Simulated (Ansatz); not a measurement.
**Nb wire along [100], 25 atoms a period: bands along the axis**

Wanted: the relaxed geometry and the bands of the Nb wire along [100], 25 atoms a period.

Calculated with Ansatz 0.2.0; DFT PBE, plane waves, PAW; relaxation of a wire's period; PAW set soft_1, in the first sound run; inputs show where later runs differ.

## Step 1: The structure

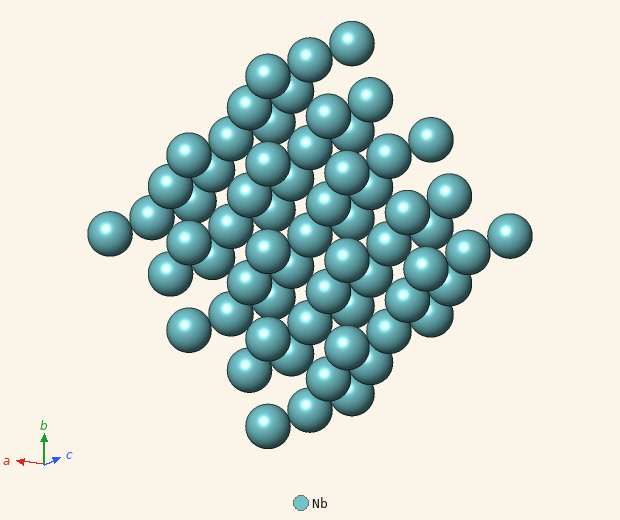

Start, viewed at a slant to the c axis; niobium teal. 1×1×2 cells are drawn. Some periodic images of atoms are drawn too.

The cell holds 25 atoms: 25 Nb. Cell: a = 20.040 Å, b = 20.040 Å, c = 3.310 Å, α = 90.0°, β = 90.0°, γ = 90.0°. Vacuum lies along a and b. The structure's axis is c.

## Step 2: The relaxed wire

Band widths follow the bond lengths, so the wire is relaxed first. The atoms and the third cell vector are free; the box across stays fixed as vacuum. A Fermi-Dirac smearing is set since the result may be a metal. The pressure printed is a third of the stress's trace over the whole box, vacuum included; only the stress along the axis is relaxed.

input.yaml

```yaml
crystal:
  lattice:
    - [20.04, 0.0, 0.0]
    - [0.0, 20.04, 0.0]
    - [0.0, 0.0, 3.31]
  atoms:
    - { symbol: Nb, position: [0.169660679, 0.5, 0.0] }
    - { symbol: Nb, position: [0.334830339, 0.334830339, 0.0] }
    - { symbol: Nb, position: [0.334830339, 0.5, 0.0] }
    - { symbol: Nb, position: [0.334830339, 0.665169661, 0.0] }
    - { symbol: Nb, position: [0.5, 0.169660679, 0.0] }
    - { symbol: Nb, position: [0.5, 0.334830339, 0.0] }
    - { symbol: Nb, position: [0.5, 0.5, 0.0] }
    - { symbol: Nb, position: [0.5, 0.665169661, 0.0] }
    - { symbol: Nb, position: [0.5, 0.830339321, 0.0] }
    - { symbol: Nb, position: [0.665169661, 0.334830339, 0.0] }
    - { symbol: Nb, position: [0.665169661, 0.5, 0.0] }
    - { symbol: Nb, position: [0.665169661, 0.665169661, 0.0] }
    - { symbol: Nb, position: [0.830339321, 0.5, 0.0] }
    - { symbol: Nb, position: [0.252245509, 0.41741517, 0.5] }
    - { symbol: Nb, position: [0.252245509, 0.58258483, 0.5] }
    - { symbol: Nb, position: [0.41741517, 0.252245509, 0.5] }
    - { symbol: Nb, position: [0.41741517, 0.41741517, 0.5] }
    - { symbol: Nb, position: [0.41741517, 0.58258483, 0.5] }
    - { symbol: Nb, position: [0.41741517, 0.747754491, 0.5] }
    - { symbol: Nb, position: [0.58258483, 0.252245509, 0.5] }
    - { symbol: Nb, position: [0.58258483, 0.41741517, 0.5] }
    - { symbol: Nb, position: [0.58258483, 0.58258483, 0.5] }
    - { symbol: Nb, position: [0.58258483, 0.747754491, 0.5] }
    - { symbol: Nb, position: [0.747754491, 0.41741517, 0.5] }
    - { symbol: Nb, position: [0.747754491, 0.58258483, 0.5] }
kpoints:
  mp_grid: { grid: [1, 1, 25] }
scf:
  occupations: { method: fermi_dirac, width: 0.05 }
hamiltonian:
  xc: pbe
  pseudopotentials: { kind: paw, azcp: { folder: soft_1 } }
relax:
  cell: { fix: [a, b, alpha, beta, gamma] }
  max_steps: 45
  f_tol: 0.03
```

Launch:

```
$ ansatz run input.yaml --threads 16 --pin off --max-ram 61440MiB --backend cuda --events-out ev --progress --plain --runs-dir out --max-vram 78GiB
```

Numbers of over 12 decimals in the logs are rounded to 6 here.

The program printed:

```text
Engine: ansatz 0.2.0, aarch64-unknown-linux-gnu
Pseudopotentials: kind: paw
Pseudopotential: Nb, paw, valence charge 13, recommended cutoff 420 eV (normal), soft_1/Nb.paw.azcp
Functional definition: PBE
  parameter kappa = 0.804
  parameter beta = 0.066725
  exchange = pbe_x(kappa = kappa, mu = beta*pi^2/3)
  correlation = pbe_c(beta = beta)
[...]
Crystal: 25 atoms, lattice volume = 1329.301 Å³
Basis set: ecut = 420 eV, 26075 PW (Γ), exchange–correlation on 270×270×48 points (8 copies of the dense FFT grid, shifted against one another)
Bands: 195, of which v1, the nominal top of the filled ones, is band 163 counted from 1 (162 counted from 0)
Symmetry: 16 space group operations
Space group: P4/mmm (ITA 123), of the structure as read, at distance tolerance 1.1e-4 Å
k-points: 13 of 25
Non-local potential: Nb, projectors of the file, l = 0: 3, l = 1: 2, l = 2: 2, l = 3: 1
PAW form: soft (Blöchl's): semilocal exchange-correlation on the pseudo side does not see the compensation charge
PAW one-centre angular grid: Nb, 590 points (default); XC on 64 Gauss nodes
Initial density: superposition of atomic densities (neutral atoms: chi_scale 0, normalization atom)
Initial wavefunctions: pseudopotential atomic-orbital guess
[...]
Functional: x = pbe(κ = 0.804, μ = 0.219515), c = pbe(β = 0.066725)
SCF iter   1: F=—  HF=-113816.420967 eV  |F-HF|=—  |Δ(HF+E_count)|=         —  Δρ=5.57e-2  dr2=4.10e2  ethr=3.10e-3  ⟨swp⟩=11.9  Hψ=12806  notcnv=0  defer=10
preconditioner: auto → LDOS  [metal: Δε(μ)=0.020 eV  Ē_g=3.621 eV  σ=0.050 eV  W_gap=0.10  n_scr=218 (ndim 8)  ℏωp=11.4 eV  f_vac=0.532  D(μ)=29.61/eV (n_scr^D=162)  β→1.0]
SCF iter   2: F=—  HF=-113804.896312 eV  |F-HF|=—  |Δ(HF+E_count)|=    1.15e1  Δρ=5.52e-2  dr2=6.01e2  ethr=3.10e-3  ⟨swp⟩=7.2  Hψ=8488  notcnv=0  defer=99
[...]
SCF iter  13: F=-113786.833407 eV  HF=-113786.833407 eV  |F-HF|=6.11e-10  |Δ(HF+E_count)|=   3.10e-8  Δρ=4.98e-7  dr2=4.10e-9  ethr=3.08e-11  ⟨swp⟩=4.8  Hψ=7410  notcnv=0
SCF 1 converged in 13 iterations: F = -113786.833407 eV  dr2 = 4.10e-9
  greatest PAW one-centre occupation: 0.998 electrons in one spin orbital (limit 2), on the Nb atom at site 6 (counted from 0), in its partial waves of l = 0
relax step   1: F+E_penalty+E_count = -113786.83340695 eV  Δ(F+E_penalty+E_count) = +0.000e0 eV  max|allowed force component| = 2.220e0 eV/Å  Δτ_max = 0.0000 Å  P = -3.709 GPa  Ω = 1329.301 Å³  fix = [a, b, alpha, beta, gamma]  reactions: a -3.407, b -3.407 GPa  (13 SCF iters, dr2 threshold 1.00e-7 eV, accepted)
[...]
Crystal: 25 atoms, lattice volume = 1292.195 Å³
Basis set: ecut = 420 eV, 25371 PW (Γ), exchange–correlation on 270×270×48 points (8 copies of the dense FFT grid, shifted against one another)
[...]
iter 1 solved again at ethr=1.47e-3 eV; its pass at ethr=3.10e-3 eV (dr2=4.76e0 eV) is discarded
SCF iter   1: F=—  HF=-113789.170738 eV  |F-HF|=—  |Δ(HF+E_count)|=         —  Δρ=1.04e-2  dr2=4.81e0  ethr=1.47e-3  ⟨swp⟩=2.8  Hψ=13547  notcnv=0
preconditioner: auto → LDOS  [metal: Δε(μ)=0.004 eV  Ē_g=3.040 eV  σ=0.050 eV  W_gap=0.02  n_scr=202 (ndim 8)  ℏωp=11.5 eV  f_vac=0.553  D(μ)=41.44/eV (n_scr^D=322)  β→1.0]
SCF iter   2: F=—  HF=-113788.835873 eV  |F-HF|=—  |Δ(HF+E_count)|=   3.35e-1  Δρ=4.52e-3  dr2=9.50e-1  ethr=1.47e-3  ⟨swp⟩=3.8  Hψ=4110  notcnv=0  defer=9
[...]
SCF iter   8: F=-113788.753594 eV  HF=-113788.753592 eV  |F-HF|=1.17e-6  |Δ(HF+E_count)|=   7.40e-6  Δρ=6.82e-6  dr2=7.50e-7  ethr=7.69e-10  ⟨swp⟩=5.0  Hψ=8459  notcnv=0
SCF 2 converged in 8 iterations: F = -113788.753594 eV  dr2 = 7.50e-7
  greatest PAW one-centre occupation: 0.998 electrons in one spin orbital (limit 2), on the Nb atom at site 10 (counted from 0), in its partial waves of l = 0
relax step   2: F+E_penalty+E_count = -113788.75359352 eV  Δ(F+E_penalty+E_count) = -1.920e0 eV  max|allowed force component| = 4.695e-1 eV/Å  Δτ_max = 0.1949 Å  P = -0.647 GPa  Ω = 1292.195 Å³  energy of the carried Pulay correction = +1.651e-3 eV  fix = [a, b, alpha, beta, gamma]  reactions: a -0.618, b -0.618 GPa  (8 SCF iters, dr2 threshold 2.50e-6 eV, accepted)
[...]
Crystal: 25 atoms, lattice volume = 1285.841 Å³
[...]
SCF 3 converged in 7 iterations: F = -113788.859120 eV  dr2 = 1.69e-6
[...]
SCF 4 converged in 8 iterations: F = -113788.861645 eV  dr2 = 5.18e-8
[...]
SCF 5 converged in 7 iterations: F = -113788.870948 eV  dr2 = 2.29e-7
[...]
SCF 6 converged in 6 iterations: F = -113788.879723 eV  dr2 = 1.00e-6
[...]
SCF 7 converged in 6 iterations: F = -113788.878037 eV  dr2 = 2.35e-10
[...]
SCF converged after 6 iterations
[...]
k-point 12: bands = ["-50.7951", "-50.7951", "-50.7951", "-50.7950", "-50.7396", "-50.7393", "-50.7393", "-50.7391", "-50.6696", "-50.6696", "-50.6696", "-50.6695", "-50.6563", "-50.6562", "-50.6562", "-50.6562", "-50.4764", "-50.4530", "-50.4530", "-50.4517", "-50.4467", "-50.4356", "-50.4290", "-50.4290", "-50.4215", "-27.6685", "-27.6279", "-27.6279", "-27.5772", "-27.5497", "-27.5497", "-27.5345", "-27.5022", " [...]
--- Relaxed structure (6 steps of the walk, 6 accepted, 1 SCFs on fresh bases) ---
  F+E_penalty+E_count = -113788.87803682 eV   max|allowed force component| = 9.463e-3 eV/Å   (the final SCF, on the basis selected at the relaxed cell)
  cell:  # Å, volume = 1290.8957 Å³
    - [20.04, 0.0, 0.0]
    - [0.0, 20.04, 0.0]
    - [0.0, 0.0, 3.214369]
  atoms:
    - { symbol: Nb, position: [0.184189, 0.5, 0.0] }
    - { symbol: Nb, position: [0.335757, 0.335757, 0.0] }
    - { symbol: Nb, position: [0.337185, 0.5, 0.0] }
    - { symbol: Nb, position: [0.335757, 0.664243, 0.0] }
    - { symbol: Nb, position: [0.5, 0.184189, 0.0] }
    - { symbol: Nb, position: [0.5, 0.337185, 0.0] }
    - { symbol: Nb, position: [0.5, 0.5, 0.0] }
    - { symbol: Nb, position: [0.5, 0.662815, 0.0] }
    - { symbol: Nb, position: [0.5, 0.815811, 0.0] }
    - { symbol: Nb, position: [0.664243, 0.335757, 0.0] }
    - { symbol: Nb, position: [0.662815, 0.5, 0.0] }
    - { symbol: Nb, position: [0.664243, 0.664243, 0.0] }
    - { symbol: Nb, position: [0.815811, 0.5, 0.0] }
    - { symbol: Nb, position: [0.253829, 0.419358, 0.5] }
    - { symbol: Nb, position: [0.253829, 0.580642, 0.5] }
    - { symbol: Nb, position: [0.419358, 0.253829, 0.5] }
    - { symbol: Nb, position: [0.416683, 0.416683, 0.5] }
    - { symbol: Nb, position: [0.416683, 0.583317, 0.5] }
    - { symbol: Nb, position: [0.419358, 0.746171, 0.5] }
    - { symbol: Nb, position: [0.580642, 0.253829, 0.5] }
    - { symbol: Nb, position: [0.583317, 0.416683, 0.5] }
    - { symbol: Nb, position: [0.583317, 0.583317, 0.5] }
    - { symbol: Nb, position: [0.580642, 0.746171, 0.5] }
    - { symbol: Nb, position: [0.746171, 0.419358, 0.5] }
    - { symbol: Nb, position: [0.746171, 0.580642, 0.5] }
```

Run time: 11 s. Hardware: 1 × NVIDIA GB200 with 16 threads of Arm Neoverse V2, shared host; peak memory 1.3 GiB.

Relaxation path:

| step | energy less that of the first step (eV) | largest force component (eV/Å) | pressure (GPa) | volume (Å³) |
| --- | --- | --- | --- | --- |
| 1 | 0.0000 | 2.2202 | -3.71 | 1329.30 |
| 2 | -1.9202 | 0.4695 | -0.65 | 1292.19 |
| 3 | -2.0257 | 0.1075 | 0.23 | 1285.84 |
| 4 | -2.0282 | 0.1296 | -0.02 | 1290.43 |
| 5 | -2.0375 | 0.1790 | -0.16 | 1290.66 |
| 6 | -2.0463 | 0.0093 | 0.01 | 1290.90 |
| 7 | -2.0446 | 0.0095 | 0.01 | 1290.90 |

The log counts 1 steps on a newly chosen plane-wave basis, not all of them marked here; energy and pressure can jump at such steps.

The run keeps the 16 symmetry operations that it works with, so distortions that break them were not tested.

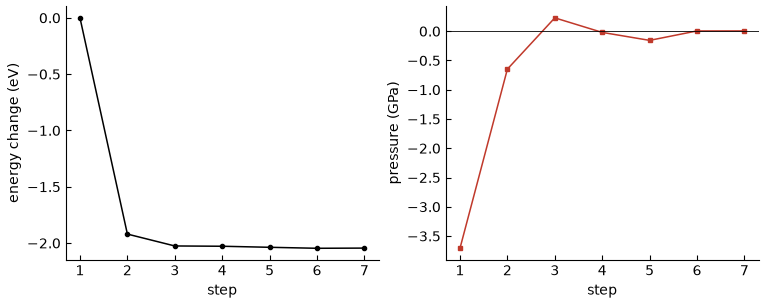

Energy and pressure along the relaxation.

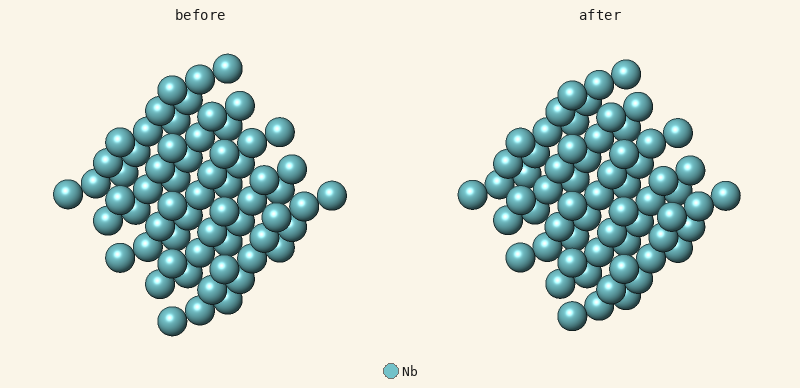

Before and after, at one scale.

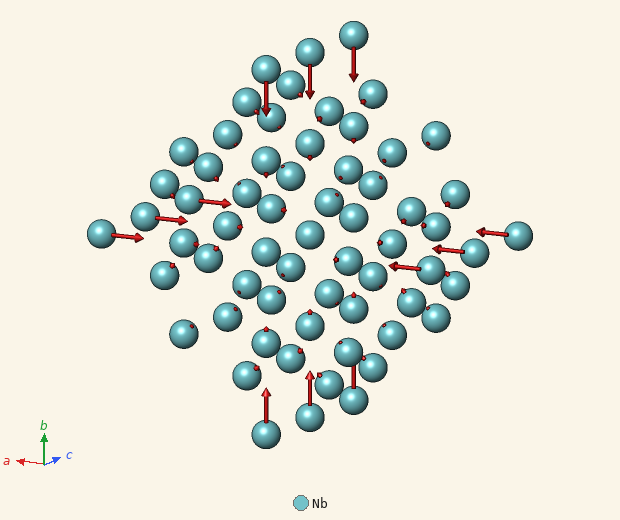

Displacements in the relaxation, exaggerated, measured against the changing cell; the longest in the cell stands for 0.29 Å. 1×1×2 cells are drawn. Some periodic images of atoms are drawn too.

| cell as run | before | after | change |
| --- | --- | --- | --- |
| c (Å) | 3.310 | 3.214 | -2.9 % |

The atoms that moved most (Å, along periodic axes as changes of fractional coordinates times the final cell, across vacuum about the mean position):

| atom | dx | dy | dz | length |
| --- | --- | --- | --- | --- |
| Nb1 | 0.291 | 0.000 | 0.000 | 0.291 |
| Nb5 | 0.000 | 0.291 | 0.000 | 0.291 |
| Nb9 | 0.000 | -0.291 | 0.000 | 0.291 |
| Nb13 | -0.291 | 0.000 | 0.000 | 0.291 |
| Nb25 | -0.032 | -0.039 | 0.000 | 0.050 |
| Nb23 | -0.039 | -0.032 | 0.000 | 0.050 |
| Nb20 | -0.039 | 0.032 | 0.000 | 0.050 |
| Nb15 | 0.032 | -0.039 | 0.000 | 0.050 |

This step gave:

| Quantity | Value |
| --- | --- |
| energy at zero smearing | -113788.7177 eV |
| cell length along the wire | 3.214 Å |

The cell's length comes to 3.214 Å with spin left out.

## Step 3: The perfect wire

This step: DFT PBE, plane waves, PAW; bands of a perfect wire; PAW set soft_1 (Ansatz 0.2.0).

At the relaxed period the bands are computed along the axis; those that cross an energy going forward count the channels that a perfect wire would open there.

input.yaml

```yaml
crystal:
  lattice:
    - [20.04, 0.0, 0.0]
    - [0.0, 20.04, 0.0]
    - [0.0, 0.0, 3.2143688592]
  atoms:
    - { symbol: Nb, position: [0.184188893, 0.5, 0.0] }
    - { symbol: Nb, position: [0.335757081, 0.335757081, 0.0] }
    - { symbol: Nb, position: [0.337184798, 0.5, 0.0] }
    - { symbol: Nb, position: [0.335757081, 0.664242919, 0.0] }
    - { symbol: Nb, position: [0.5, 0.184188893, 0.0] }
    - { symbol: Nb, position: [0.5, 0.337184798, 0.0] }
    - { symbol: Nb, position: [0.5, 0.5, 0.0] }
    - { symbol: Nb, position: [0.5, 0.662815202, 0.0] }
    - { symbol: Nb, position: [0.5, 0.815811107, 0.0] }
    - { symbol: Nb, position: [0.664242919, 0.335757081, 0.0] }
    - { symbol: Nb, position: [0.662815202, 0.5, 0.0] }
    - { symbol: Nb, position: [0.664242919, 0.664242919, 0.0] }
    - { symbol: Nb, position: [0.815811107, 0.5, 0.0] }
    - { symbol: Nb, position: [0.253829351, 0.419358153, 0.5] }
    - { symbol: Nb, position: [0.253829351, 0.580641847, 0.5] }
    - { symbol: Nb, position: [0.419358153, 0.253829351, 0.5] }
    - { symbol: Nb, position: [0.416683442, 0.416683442, 0.5] }
    - { symbol: Nb, position: [0.416683442, 0.583316558, 0.5] }
    - { symbol: Nb, position: [0.419358153, 0.746170649, 0.5] }
    - { symbol: Nb, position: [0.580641847, 0.253829351, 0.5] }
    - { symbol: Nb, position: [0.583316558, 0.416683442, 0.5] }
    - { symbol: Nb, position: [0.583316558, 0.583316558, 0.5] }
    - { symbol: Nb, position: [0.580641847, 0.746170649, 0.5] }
    - { symbol: Nb, position: [0.746170649, 0.419358153, 0.5] }
    - { symbol: Nb, position: [0.746170649, 0.580641847, 0.5] }
kpoints:
  mp_grid: { grid: [1, 1, 25] }
  band_path: { path: ["Γ", Z], npoints: 90 }
scf:
  occupations: { method: fermi_dirac, width: 0.05 }
hamiltonian:
  xc: pbe
  pseudopotentials: { kind: paw, azcp: { folder: soft_1 } }
output:
  dos: { e_range: [-5, 4] }
  write_potential: true
  write_density: true
  volumetric_format: npy
```

The program printed:

```text
[...]
Crystal: 25 atoms, lattice volume = 1290.896 Å³
Basis set: ecut = 420 eV, 25323 PW (Γ)
Bands: 195, of which v1, the nominal top of the filled ones, is band 163 counted from 1 (162 counted from 0)
[... 1 set-up line as in the run before ...]
[...]
k-points: 13 of 25
[...]
SCF iter   1: F=—  HF=-113816.569379 eV  |F-HF|=—  |Δ(HF+E_count)|=         —  Δρ=5.34e-2  dr2=3.27e2  ethr=3.10e-3  ⟨swp⟩=11.6  Hψ=12409  notcnv=0  defer=23
[...]
SCF iter   6: F=—  HF=-113788.878348 eV  |F-HF|=—  |Δ(HF+E_count)|=   7.02e-3  Δρ=7.52e-4  dr2=2.37e-2  ethr=9.39e-5  ⟨swp⟩=2.0  Hψ=3575  notcnv=0  defer=92
[...]
SCF iter  10: F=—  HF=-113788.878445 eV  |F-HF|=—  |Δ(HF+E_count)|=   1.81e-3  Δρ=7.94e-6  dr2=1.03e-6  ethr=3.60e-9  ⟨swp⟩=3.0  Hψ=4293  notcnv=0  defer=92
[...]
SCF iter  12: F=-113788.878447 eV  HF=-113788.878447 eV  |F-HF|=1.52e-8  |Δ(HF+E_count)|=   1.32e-7  Δρ=9.18e-7  dr2=1.55e-8  ethr=3.08e-11  ⟨swp⟩=19.8  Hψ=9713  notcnv=0
SCF 1 converged in 12 iterations: F = -113788.878447 eV  dr2 = 1.55e-8
[...]
NSCF: frozen V_eff on 91 k-points
[...]
SCF converged after 12 iterations
[...]
```

Run time: 11 s. Hardware: 1 × NVIDIA GB200 with 16 threads; peak memory 2.2 GiB.

The column dr2 measures how far the density is from self-consistency, as an energy; F and HF (Harris–Foulkes) agree once it is small.

This step gave:

```
energy at zero smearing : -113788.7181 eV
band gap                : 0 eV
```

Electronic bands along the path, in eV, zero at the Fermi level; # counts the bands kept:

| point | #44 | #45 | #46 | #47 | #48 | #49 | #50 | #51 |
| --- | --- | --- | --- | --- | --- | --- | --- | --- |
| Γ | 0.03 | 0.09 | 0.09 | 0.10 | 0.16 | 0.28 | 0.30 | 0.30 |
| Z | 0.07 | 0.12 | 0.12 | 0.14 | 0.19 | 0.26 | 0.26 | 0.30 |

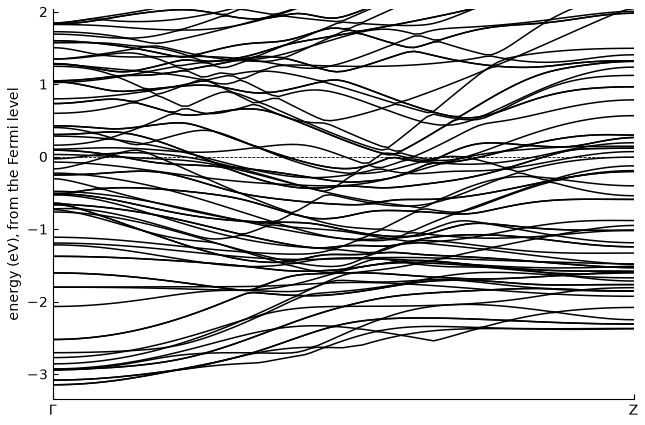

Electronic bands along the path.

Between Γ and Z the bands cross the Fermi level 30 times, so a perfect wire would conduct at least 30 G₀, with spin left out.

## Step 4: Summary of results

```
cell length, PBE                                            : 3.214 Å
ballistic conductance by band crossings, a lower bound, PBE : 30 G₀
```

In words: Under PBE the cell's length is 3.21 Å, and the bands cross the Fermi level 30 times between Γ and Z, which gives a perfect wire at least 30 G₀ (opposite crossings within one step of the path cancel in such a count). No spin was allowed, though thin wires with open d shells can turn magnetic.

[Logs are printed without paths, hosts, clocks, repeated set-up lines and the standing remarks that a program may print on its own settings, such as how far it seeks lower states.]

[Hosts, paths, dates, database ids (printed as entryN), source tags and the programs' standing remarks are cut or masked in the printed files.]
